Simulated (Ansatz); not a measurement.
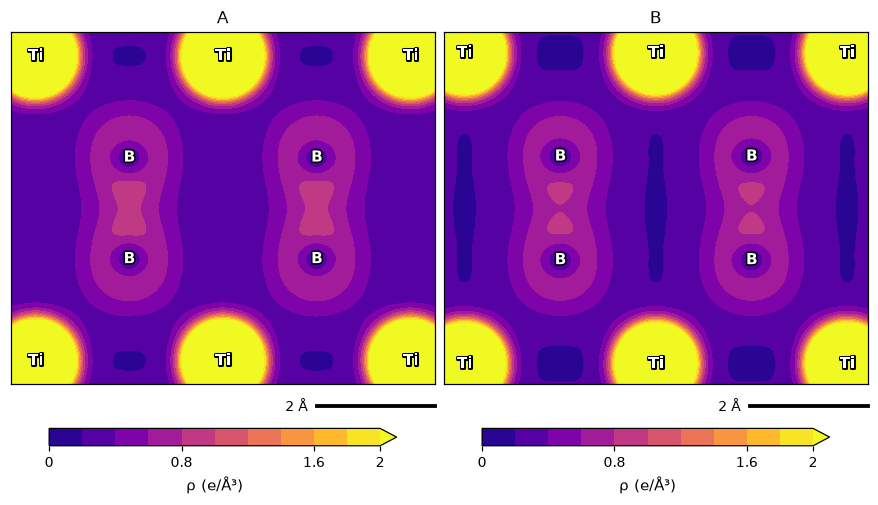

TiB$_{2}$. The valence charge density (pseudo) of two cells that differ in size, on the (110) plane of each (indices in the axes of the calculation cell), at one length scale and on one colour scale; one has 8.2 and the other 8.7 Å³ an atom.

Theory: Ansatz 0.2.0, Kohn-Sham DFT of a periodic cell, PBEsol, Ansatz PAW.

The density is the valence pseudo-density of a PAW calculation; it isn't the true density close to the nuclei.

The larger cell:

```
CELL_PARAMETERS angstrom
3.04926 0.00000 0.00000
-1.52463 2.64074 0.00000
0.00000 0.00000 3.24978
ATOMIC_POSITIONS crystal
Ti 0.00000 0.00000 0.00000
B 0.66667 0.33333 0.50000
B 0.33333 0.66667 0.50000
```

The smaller cell: a = 2.988 Å, b = 2.988 Å, c = 3.185 Å, α = 90.00°, β = 90.00°, γ = 120.00°.

Which panel shows the smaller cell, and what does the compression change?

Answer. Panel A is the smaller cell, by 6 % in volume. From the larger cell to the smaller, Ti–B goes from 2.40 to 2.35 Å, and the density at its midpoint from 0.32 to 0.35 e/Å³; B–B goes from 1.76 to 1.73 Å, and the density at its midpoint from 0.79 to 0.84 e/Å³; the pressure goes from −10 to 6 GPa.
